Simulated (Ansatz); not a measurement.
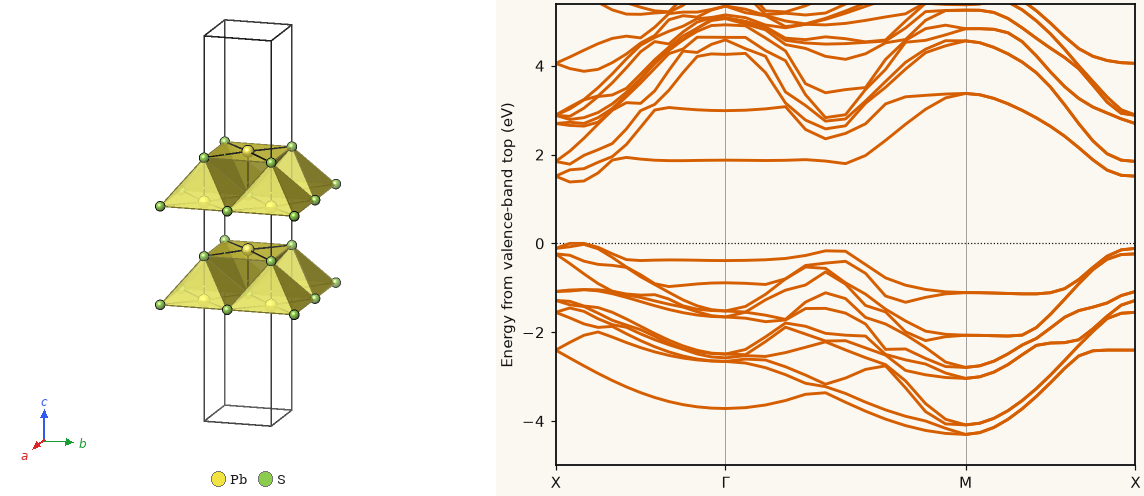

Band structure of a (100) slab cut from PbS (Fm-3m), ended by PbS planes, 8 atoms in the cell, beside the structure. Ansatz; DFT PBE, scalar-relativistic, plane waves, PAW, no spin polarisation, 8×8×1 k mesh, Gaussian smearing of 0.05 eV. Energies are counted from the top of the valence band.

The material is gapped. The gap along this path is 1.38 eV and direct: both edges lie between X and Γ. The top valence band spans 1.1 eV and the lowest conduction band 2.0 eV. The direct gaps are 4.48 eV at M, 1.62 eV at X and 2.26 eV at Γ.

Spin-orbit coupling is left out, which matters for Pb.
